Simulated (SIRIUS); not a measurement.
# A series of single points on GaN

System: GaN (4 atoms in the cell).
Method: Kohn-Sham DFT of a periodic cell, PBEsol, dojo-sr-pbesol-0.4.1-standard, no spin polarisation (SIRIUS 7.12.0).

The 7 runs differ only in the geometry, by an even scaling of the cell at fixed fractional positions. The structure derives from an entry of the Crystallography Open Database.

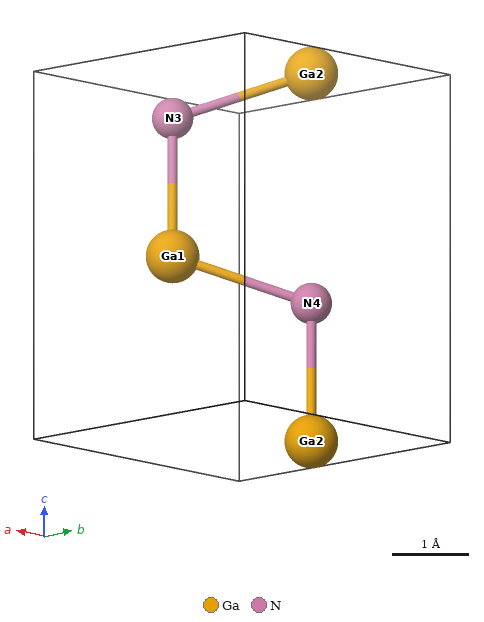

Figure 1. The structure of run 4 (ball-and-stick view of the cell of the calculation, seen at an oblique angle; atoms are numbered from 1 in the order of the input). An atom can appear more than once, as a periodic image.

**Input of run 4**
```
{
  "control": {
    "processing_unit": "cpu",
    "verbosity": 2,
    "num_bands_to_print": 27,
    "print_forces": true,
    "print_stress": true
  },
  "parameters": {
    "electronic_structure_method": "pseudopotential",
    "xc_functionals": ["XC_GGA_X_PBE_SOL", "XC_GGA_C_PBE_SOL"],
    "gk_cutoff": 9.2,
    "pw_cutoff": 18.4,
    "ngridk": [10, 10, 5],
    "shiftk": [0, 0, 0],
    "smearing": "fermi_dirac",
    "smearing_width": 0.0018374661,
    "num_bands": 27,
    "num_mag_dims": 0,
    "num_dft_iter": 100,
    "energy_tol": 1e-08,
    "density_tol": 1e-06
  },
  "iterative_solver": {
    "type": "davidson",
    "min_tolerance": 1e-10
  },
  "mixer": {
    "type": "anderson",
    "beta": 0.7,
    "max_history": 8
  },
  "settings": {
    "tol_ne": 1e-10,
    "pseudo_grid_cutoff": 6.5
  },
  "unit_cell": {
    "lattice_vectors": [
      [6.00932907631, 0.0, 0.0],
      [-3.004664538155, 5.20423163972, 0.0],
      [0.0, 0.0, 9.762325159817]
    ],
    "atom_coordinate_units": "lattice",
    "atom_types": ["Ga", "N"],
    "atom_files": {
      "Ga": "Ga.json",
      "N": "N.json"
    },
    "atoms": {
      "Ga": [
        [0.6666666667, 0.3333333333, 0.5],
        [0.3333333333, 0.6666666667, 0.0]
      ],
      "N": [
        [0.6666666667, 0.3333333333, 0.875],
        [0.3333333333, 0.6666666667, 0.375]
      ]
    }
  }
}
```

Command:
```bash
upf_to_json Ga.upf
upf_to_json N.upf
OMP_NUM_THREADS=4 sirius.scf --input=sirius.json --output=out.json --task=0
```

Run 2 differs from it as follows:
```diff
-      [6.00932907631, 0.0, 0.0],
-      [-3.004664538155, 5.20423163972, 0.0],
-      [0.0, 0.0, 9.762325159817]
+      [5.928111970557, 0.0, 0.0],
+      [-2.964055985373, 5.133895563008, 0.0],
+      [0.0, 0.0, 9.630385673079]
```

**Results, with one run withheld**

| run | volume per atom (Å³) | free energy per atom, from the lowest run given (meV) | pressure (GPa) | gap on the mesh (eV) |
| --- | --- | --- | --- | --- |
| 1 | 10.632 | 32.70 | 14.92 | 2.37 |
| 2 | 10.858 | ? | ? | ? |
| 3 | 11.084 | 4.58 | 5.31 | 2.09 |
| 4 | 11.310 | 0.00 | 1.23 | 1.95 |
| 5 | 11.537 | 0.89 | −2.45 | 1.82 |
| 6 | 11.763 | 6.69 | −5.74 | 1.68 |
| 7 | 11.989 | 16.92 | −8.71 | 1.56 |

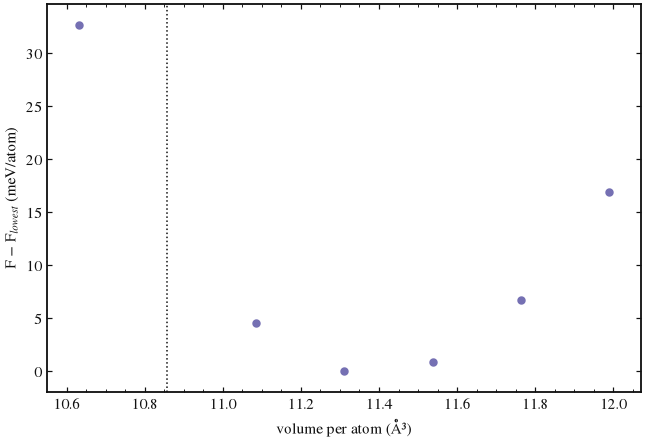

Figure 2. Free energy per atom of the runs given; the dotted line marks run 2.

What should run 2 give?

A cubic polynomial in V^(−2/3) (the Birch–Murnaghan form), fitted to the 6 runs given, misses them by at most 0.01 meV per atom. With x = V^(−2/3) − 0.19776 Å⁻², it reads F = −0.28173 + 118.29 x + 3.8551e+05 x² + 3.6819e+05 x³ (meV per atom). At run 2 it gives 15.25 meV per atom, and the run itself gives 15.25. The slope of the fit gives a pressure −dF/dV of 9.88 GPa there, and the run prints 9.86 GPa. The fit has its minimum at 11.384 Å³ per atom, where V d²F/dV² gives 188 GPa. Cell shape and fractional positions are held, so this is the stiffness under even scaling; the relaxed bulk modulus wasn't computed. The gap on the mesh goes, without turning, from 2.37 eV in run 1 to 1.56 eV in run 7; run 2 has 2.22 eV. These are gaps of this functional on this mesh, which can miss the band edges; they aren't the measured gap.

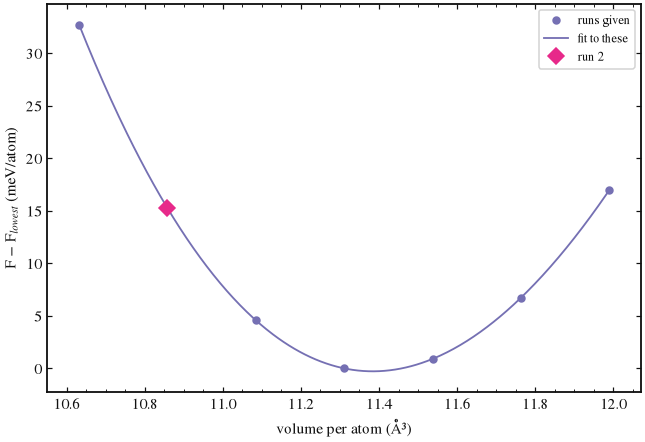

Figure 3. The fit and the withheld run.

**Some lines of the output (run 2)**
```
[...]
[find] band gap (eV)                  :       2.22482863
[find] Efermi                         :       0.45687616
[find] band gap (eV)                  :       2.22491225
[find] Efermi                         :       0.45687198
[find] Total energy                   :    -173.45895132 (Ha),    -346.91790264 (Ry)
[find] Free energy (E-TS)             :    -173.45895132 (Ha),    -346.91790264 (Ry)
[find] band gap (eV)                  :       2.22466284
[find] Efermi                         :       0.45687240
[find] band gap (eV)                  :       2.22474095
[find] Efermi                         :       0.45686468
[find] band gap (eV)                  :       2.22474220
[find] Efermi                         :       0.45686234
[find] band gap (eV)                  :       2.22474153
[find] Efermi                         :       0.45686231
```
